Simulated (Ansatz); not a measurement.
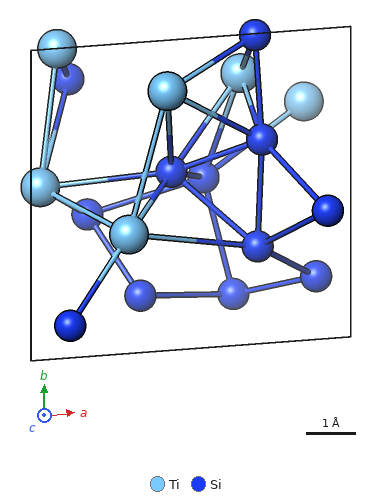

Starting frame of a dynamics run of an amorphous cell of composition TiSi₂ (18 atoms in the cell). A ball-and-stick model of the simulation cell, seen along the c axis. Bonds to atoms that aren't drawn are left out.

These are results of Ansatz 0.2.0, DFT PBE, scalar-relativistic, plane waves, PAW, not measurements.

The input:
```yaml
crystal:
  lattice:
    - [6.663251, 0.246085, -0.094535]
    - [0.246085, 6.448499, -0.008168]
    - [-0.094535, -0.008168, 6.743254]
  atoms:
    - { symbol: Ti, position: [0.3023767733, 0.379155826, 0.8217799716] }
    - { symbol: Ti, position: [0.4224947442, 0.8317946154, 0.9133008028] }
    - { symbol: Ti, position: [0.0249101303, 0.5529814831, 0.5434572563] }
    - { symbol: Ti, position: [0.6505205234, 0.8723926082, 0.4182676694] }
    - { symbol: Ti, position: [0.0774053174, 0.995156724, 0.5437086545] }
    - { symbol: Ti, position: [0.8494243856, 0.7658391389, 0.0084344103] }
    - { symbol: Si, position: [0.628690617, 0.1625998016, 0.1087376391] }
    - { symbol: Si, position: [0.4352241911, 0.5712257091, 0.5664715047] }
    - { symbol: Si, position: [0.1128958049, 0.8946579489, 0.2383058473] }
    - { symbol: Si, position: [0.7184365617, 0.6531731992, 0.6872281682] }
    - { symbol: Si, position: [0.1187748517, 0.0995013957, 0.9511556622] }
    - { symbol: Si, position: [0.1723888473, 0.4540538565, 0.1887018865] }
    - { symbol: Si, position: [0.3382424745, 0.1795278399, 0.3231055477] }
    - { symbol: Si, position: [0.6965262682, 0.9914378853, 0.7681663209] }
    - { symbol: Si, position: [0.5354892081, 0.5456784202, 0.1850779782] }
    - { symbol: Si, position: [0.7047737821, 0.3101622867, 0.5807181181] }
    - { symbol: Si, position: [0.9245710755, 0.407888269, 0.9141275519] }
    - { symbol: Si, position: [0.8877802342, 0.1995527299, 0.2768287503] }
  symmetry: { detect: false }
basis:
  ecutwfc: 420
  xc_grid: 1
kpoints:
  mp_grid: { grid: [1, 1, 1], shift: [0.25, 0.25, 0.25] }
hamiltonian:
  xc: pbe
scf:
  occupations: { method: fermi_dirac, width: 0.2344 }
  lower_state_search: "off"
  convergence: { dr2_threshold: 1.0e-05 }
output:
  forces: true
  stress: true
md:
  timestep: 3.0
  n_steps: 141
  ensemble: nvt_langevin
  friction: 0.005
  temperature: 2720.0
  initial_velocities: maxwell_boltzmann
  seed: 51415
```

Launched with:
```bash
ansatz run input.yaml --threads 2 --pin off --max-ram 5120MiB --backend cpu --events-out ev --progress --plain --runs-dir out
```

Q: What does the trajectory do?

A: The mean temperature in the second half is 2413 K (standard deviation 355 K). The potential energy in the second half lies on average 94.3 meV per atom below the first frame. The mean pressure there is 7.5 GPa. Root-mean-square distances from the starting positions over the second half, with the common drift of all atoms taken out: Si 1.15 Å, Ti 1.07 Å. That is a large part of the typical shortest distance between atoms in the first frame, about 2.3 Å and still growing: the atoms leave their places as in a liquid. Bond changes: 4 Si–Si contacts open and close in turn; 17 Si–Si bonds break between 72 fs and 402 fs; 18 Si–Si bonds form between 81 fs and 420 fs.

Along the run (each row but the first and the last is the mean over the interval that it begins):

```json
{"time (fs)": "0.0", "potential energy (meV/atom)": "0.0", "T (K)": "2569", "p (GPa)": "10.4"}
{"time (fs)": "42.0", "potential energy (meV/atom)": "-97.6", "T (K)": "2854", "p (GPa)": "7.8"}
{"time (fs)": "84.0", "potential energy (meV/atom)": "-83.2", "T (K)": "2513", "p (GPa)": "7.8"}
{"time (fs)": "126.0", "potential energy (meV/atom)": "-63.5", "T (K)": "2111", "p (GPa)": "8.1"}
{"time (fs)": "168.0", "potential energy (meV/atom)": "-100.0", "T (K)": "2294", "p (GPa)": "7.5"}
{"time (fs)": "210.0", "potential energy (meV/atom)": "-139.9", "T (K)": "2634", "p (GPa)": "5.7"}
{"time (fs)": "252.0", "potential energy (meV/atom)": "-87.9", "T (K)": "2046", "p (GPa)": "7.9"}
{"time (fs)": "294.0", "potential energy (meV/atom)": "-99.5", "T (K)": "2699", "p (GPa)": "8.6"}
{"time (fs)": "336.0", "potential energy (meV/atom)": "-45.1", "T (K)": "2048", "p (GPa)": "8.7"}
{"time (fs)": "378.0", "potential energy (meV/atom)": "-103.2", "T (K)": "2587", "p (GPa)": "6.7"}
{"time (fs)": "420.0", "potential energy (meV/atom)": "-99.0", "T (K)": "2849", "p (GPa)": "7.0"}
```

The paths of the atoms:

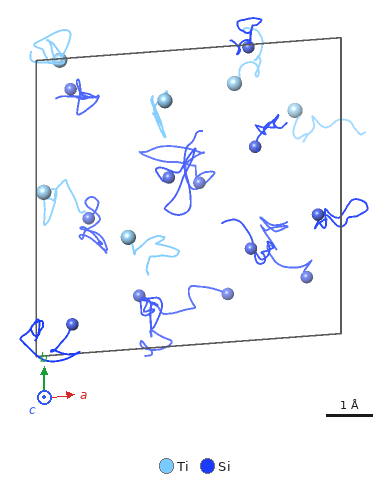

Limits of the set-up: the periodic images lie only 6.5 Å apart, so the values are limited by the cell's size.

The run took 8.8 min on 2 threads of AMD EPYC (Zen 3), with other jobs on the host, peak memory 0.47 GiB.
